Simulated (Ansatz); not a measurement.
SnO$_{2}$

The calculation's input:

```
crystal:
  lattice:
    - [5.175256, 0.0, 0.0]
    - [0.0, 5.175256, 0.0]
    - [0.0, 0.0, 5.175256]
  atoms:
    - { symbol: Sn, position: [0.0, 0.0, 0.0] }
    - { symbol: Sn, position: [0.5, 0.0, 0.5] }
    - { symbol: Sn, position: [0.5, 0.5, 0.0] }
    - { symbol: Sn, position: [0.0, 0.5, 0.5] }
    - { symbol: O, position: [0.661098, 0.838902, 0.161098] }
    - { symbol: O, position: [0.838902, 0.161098, 0.661098] }
    - { symbol: O, position: [0.161098, 0.661098, 0.838902] }
    - { symbol: O, position: [0.338902, 0.338902, 0.338902] }
    - { symbol: O, position: [0.661098, 0.661098, 0.661098] }
    - { symbol: O, position: [0.838902, 0.338902, 0.161098] }
    - { symbol: O, position: [0.161098, 0.838902, 0.338902] }
    - { symbol: O, position: [0.338902, 0.161098, 0.838902] }
hamiltonian:
  xc: lda
  pseudopotentials: { kind: paw }
kpoints:
  mp_grid: { grid: [4, 4, 4] }
scf:
  occupations: { method: fermi_dirac, width: 0.05 }
output:
  forces: true
  stress: true
  eigenvalues: true
  write_density: true
  write_potential: true
  elf: true
  volumetric_format: npy
relax:
  f_tol: 0.01
  max_steps: 40
  cell: { stress_tol: 0.05, p_target: 30.0 }
```

Run with:

```sh
ansatz run input.yaml --threads 4 --pin off --max-ram 11264MiB --backend cpu --events-out ev --progress --plain --runs-dir out
```

Below, planes, directions and counts refer to the conventional cell (a = 4.90 Å, b = 4.90 Å, c = 4.90 Å, α = 90.00°, β = 90.00°, γ = 90.00°).

The fields are those of the run's last geometry, not of the input's.

Space group Pa-3; a structure from a database of computed crystals, not necessarily the ambient phase; computed pressure about 30 GPa in this cell.

Theory: Kohn-Sham DFT of a periodic cell, LDA, Ansatz PAW in Ansatz 0.2.0.

Q: What can the converged valence pseudo-density and electron localisation function tell about the bonding?

A: Sn–O (2.00 Å): ρ is about 0.76 e/Å³ halfway; the ELF peaks at about 0.80 in the valence shell of O, 0.6 Å from its nucleus, and is about 0.25 at the midpoint: no shared electron pair shows on this line.

Q: Does the calculation make it a metal, or give it a gap?

A: It is gapped, with a Kohn–Sham gap of 2.3 eV on the k-point mesh (the band edges may lie off the mesh, which would make the gap smaller).

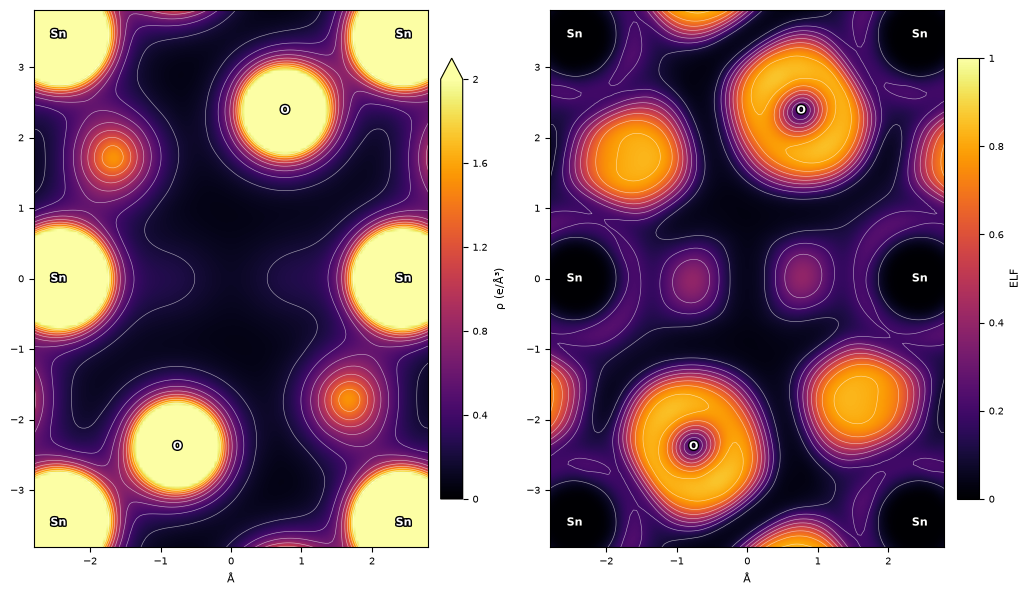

Computed valence pseudo-density and electron localisation function on the (110) plane of the conventional cell, in this order. Atoms just off the plane (O, 0.7 Å away) can leave unmarked features too.

Core electrons are frozen (PAW), and the valence fields are smoothed inside the atomic spheres.
